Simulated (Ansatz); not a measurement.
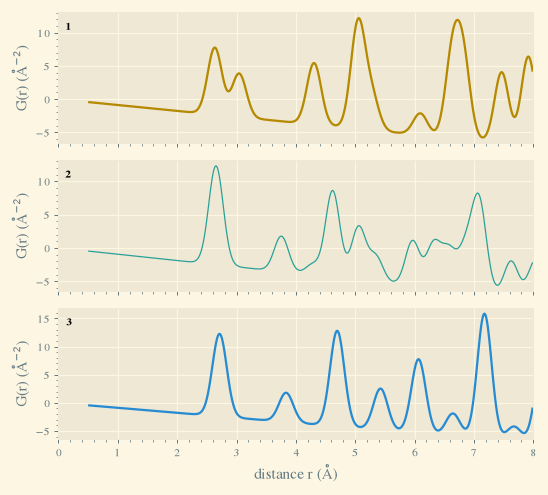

Each curve is a calculated X-ray PDF: distances of the static structure, each pair weighted by the product of the atomic numbers (X-ray weights at Q = 0), broadened by Gaussians with σ = 0.12 Å.

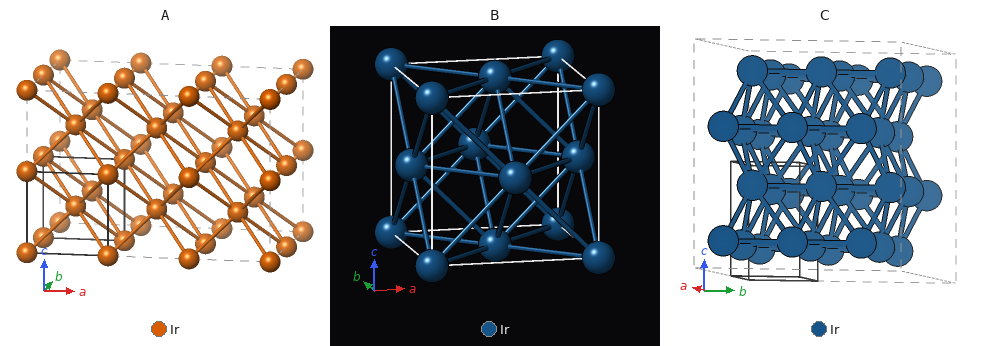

Candidate polymorphs:

A. Ir, a = 3.048 Å, b = 3.048 Å, c = 3.048 Å, α = 90.00°, β = 90.00°, γ = 90.00°, Im-3m

B. Ir, a = 3.840 Å, b = 3.840 Å, c = 3.840 Å, α = 90.00°, β = 90.00°, γ = 90.00°, Fm-3m

C. Ir, a = 2.676 Å, b = 2.676 Å, c = 4.294 Å, α = 90.00°, β = 90.00°, γ = 120.00°, P6_3/mmc

Origins: A, the input geometry of an electronic-structure calculation (not necessarily at equilibrium); the starting structure was generated, so it need not be a known form of this composition; B, the input geometry of an electronic-structure calculation (not necessarily at equilibrium); C, the geometry relaxed at fixed volume with DFT HSE06, scalar-relativistic, plane waves, PAW (Ansatz); the starting structure was generated, so it need not be a known form of this composition.

### Which PDF belongs to which candidate?

curve 1 is A (Ir, first clear peaks at 2.64 Å (Ir–Ir) and 3.04 Å (Ir–Ir)); curve 2 is C (Ir, first clear peaks at 2.65 Å (Ir–Ir) and 3.76 Å (Ir–Ir)); curve 3 is B (Ir, first clear peaks at 2.71 Å (Ir–Ir) and 3.84 Å (Ir–Ir)).
